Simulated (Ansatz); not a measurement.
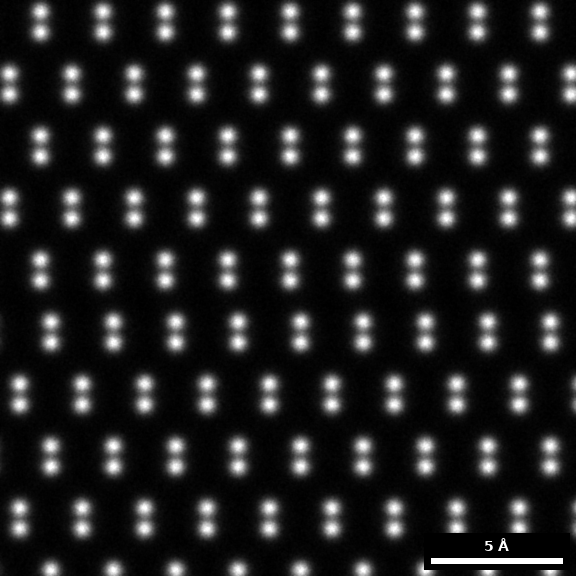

HAADF-like image of W (P6_3/mmc, No. 194) along [101]. Simulation: incoherent imaging, intensity Z^1.8 per atom, probe width 0.50 Å, thin sample. The probe carries 25 % of its weight in a tail 2.5 times as wide. Shot noise was added.

One planar defect was built into the perfect crystal by geometry alone, without relaxation. Host structure: the end point of a relaxation with DFT, LDA (PW92), plane waves (420 eV) with PAW, scalar-relativistic (Ansatz); the starting structure was generated, so it need not be a known form of this composition.

Question: Where does the periodic pattern break, and how?

Answer: A planar fault (a stacking fault) runs horizontally about 12 Å below the top edge. The part above it is shifted along the boundary by 1/3 of the 2.38 Å repeat of the rows (0.8 Å to the right, the same as 1.6 Å to the left); both parts keep the same orientation.
